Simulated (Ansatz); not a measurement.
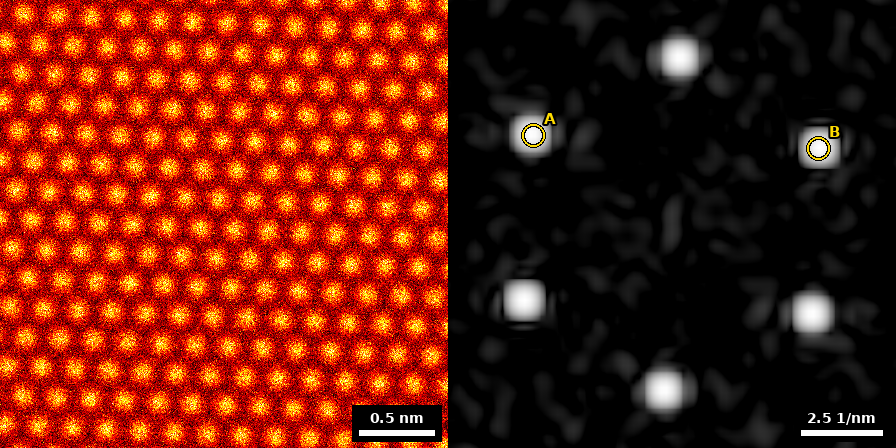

Integrated-DPC-like image of Ni (P6/mmm, No. 191) along [001]. Simulated as the projected potential of neutral atoms (B = 0.3 Å²) blurred by a 1.19 Å probe, the thin-sample limit of integrated differential phase contrast. Shot noise was added. Atomic positions: the geometry relaxed with Ansatz, DFT, PBEsol, plane waves (420 eV) with PAW, scalar-relativistic; the starting structure was generated, so it need not be a known form of this composition.

The right panel is the modulus of the image's Fourier transform on a logarithmic scale.

a = 3.931 Å, b = 3.931 Å, c = 2.364 Å, α = 90.00°, β = 90.00°, γ = 120.00°

### Index the marked spots and give their plane spacings (the zone axis points at the viewer; indices equivalent by symmetry, or all signs reversed, are as good).

A: (-2 1 0), d = 1.97 Å; B: (110), d = 1.97 Å. A and B enclose 120°, and every spot obeys the zone law hu + kv + lw = 0 for [001].
